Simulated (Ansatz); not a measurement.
A series of calculations on KTaO$_{3}$

## 1. Relaxation

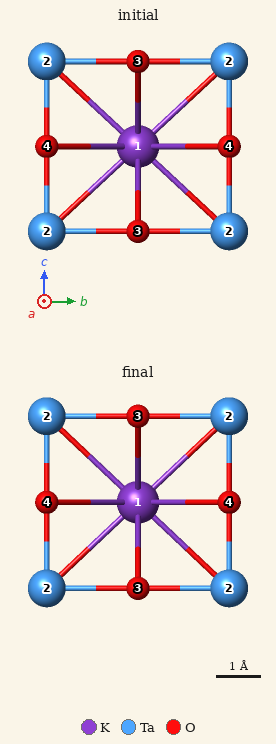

The structure of solid KTaO₃ (set up in P4/mmm) before (top) and after (bottom) a relaxation, at one scale.

Style: ball-and-stick. Shown: the cell of the calculation, along the a axis.

Case: biaxial strain in the a-b plane of +4.5 %; c and atoms relaxed.

The calculation used DFT PBEsol, scalar-relativistic, plane waves, PAW in Ansatz 0.2.0. (plane-wave cutoff 420 eV; k-point mesh 8 × 8 × 8; occupations gaussian; smearing width 0.02 eV; no spin polarisation; cell relaxed at fixed a, b, gamma; force threshold 0.008 eV/Å; at most 40 steps)

What changed between the two?

Over 4 accepted moves (6 points after the start) the energy falls by 3.7 meV per atom. All forces vanish by symmetry, so only the cell relaxes. Pressure: −9.06 GPa at the start and −11.69 GPa at the end. The SCF was repeated twice at an unchanged geometry on a basis and grid sized afresh for the cell, which shifted the energy by 0.7 meV per atom at most. No atom moves by more than 0.005 Å relative to the cell. Cell: a = b unchanged at 4.165 Å, c 3.878 → 3.931 Å (+1.4 %). Volume +1.4 %. Among the contacts that change: O–Ta 1.939 → 1.965 Å, K–O 2.845 → 2.863 Å, K–Ta 3.526 → 3.541 Å. The space group stays P4/mmm (No. 123). The run took 56 s on 1 thread of Arm Neoverse V1 (shared host), peak memory 0.4 GiB.

## 2. Relaxation

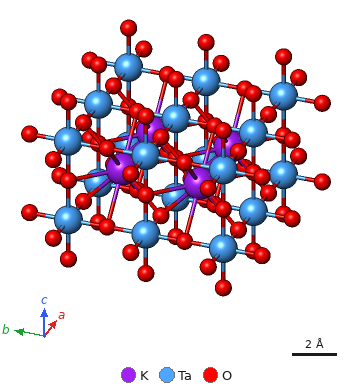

A crystal of KTaO$_{3}$ (set up in P4/mmm), before the relaxation. Style: ball-and-stick. Shown: the cell of the calculation, repeated 2 × 2 × 1 with one cell outlined, from a free direction.

Case: biaxial strain in the a-b plane of -4.5 %; c and atoms relaxed.

All numbers below come from DFT PBEsol, scalar-relativistic, plane waves, PAW in Ansatz 0.2.0.

Input
```yaml
crystal:
  lattice:
    - [3.8062594331, 0.0, 0.0]
    - [0.0, 3.8062594331, 0.0]
    - [0.0, 0.0, 4.0932234951]
  atoms:
    - { symbol: K, position: [0.5, 0.5, 0.5] }
    - { symbol: Ta, position: [0.0, 0.0, 0.0] }
    - { symbol: O, position: [0.0, 0.5, 0.0] }
    - { symbol: O, position: [0.0, 0.0, 0.5] }
    - { symbol: O, position: [0.5, 0.0, 0.0] }
basis:
  ecutwfc: 420
kpoints:
  mp_grid: { grid: [8, 8, 8] }
hamiltonian:
  xc: pbesol
scf:
  occupations: { method: gaussian, width: 0.02 }
output:
  forces: true
  stress: true
  eigenvalues: true
relax:
  adjacent_minimum: "off"
  f_tol: 0.008
  max_steps: 40
  cell: { stress_tol: 0.015, fix: [a, b, gamma] }
```

Launched with:
```bash
ansatz run input.yaml --threads 1 --pin off --max-ram 2560MiB --backend cpu --events-out ev --progress --plain --runs-dir out
```

Q: What does the optimiser find from here?

A: After 3 accepted moves (5 points after the start) the energy has fallen by 1.5 meV per atom. All forces vanish by symmetry, so only the cell relaxes. Pressure: 17.64 GPa at the start and 19.76 GPa at the end. At 2 points the geometry stayed and the basis and grid were re-selected for the new cell (energy shift of 0.4 meV per atom at most each time). The atoms keep their places relative to the cell (all moves are under 0.005 Å). Cell: a = b unchanged at 3.806 Å, c 4.093 → 4.054 Å (−1.0 %). Volume −1.0 %. Some distances before and after: Ta2–O4 2.047 → 2.027 Å, K1–O3 2.795 → 2.780 Å, K1–Ta2 3.381 → 3.369 Å. The space group stays P4/mmm (No. 123). Cost: 41 s on 1 thread of Arm Neoverse V1, on a shared host, peak memory 0.39 GiB.

After the run, drawn alike:

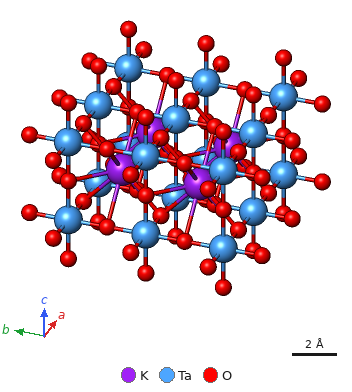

## 3. A change

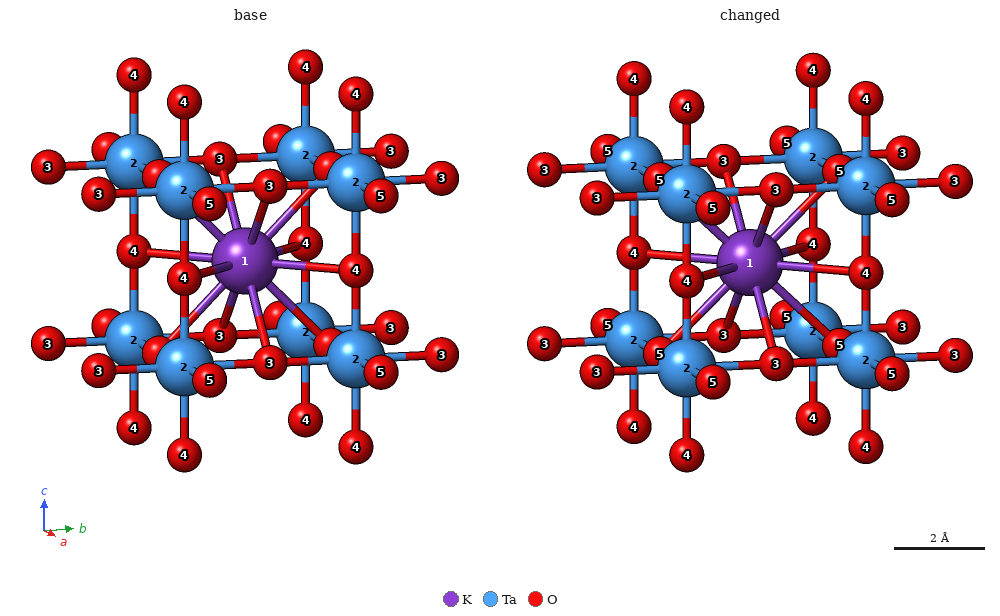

Left: a crystal of KTaO₃ (set up in Pm-3m). Right: the same structure after one change, at the same scale. The picture is a ball-and-stick view of the cell of the calculation, seen slightly off an axis.

The calculation used DFT PBEsol, scalar-relativistic, plane waves, PAW (Ansatz 0.2.0). (plane-wave cutoff 420 eV; k-point mesh 8 × 8 × 8; occupations gaussian; smearing width 0.02 eV; no spin polarisation)

> What distinguishes the right structure from the left one?

Biaxial strain in the a–b plane, +4.5 %, is applied. The c axis and the atoms are relaxed.

> How do the computed properties respond?

The volume changes by +7.7 %, with a = b 3.986 → 4.165 Å (+4.5 %), c 3.986 → 3.931 Å (−1.4 %). No atom moves by more than 0.005 Å relative to the cell. Among the bonded contacts that change: K–O 2.818 → 2.863 to 2.945 Å, O–Ta 1.993 → 1.965 to 2.082 Å. The space group (tolerance 0.01 Å) goes from Pm-3m (No. 221) to P4/mmm (No. 123). The energy rises by 69.5 meV per atom. Pressure: 0.0 GPa before, −11.7 GPa after. The principal stresses (compression positive) are 0.0 GPa along c and −17.5 GPa across it.
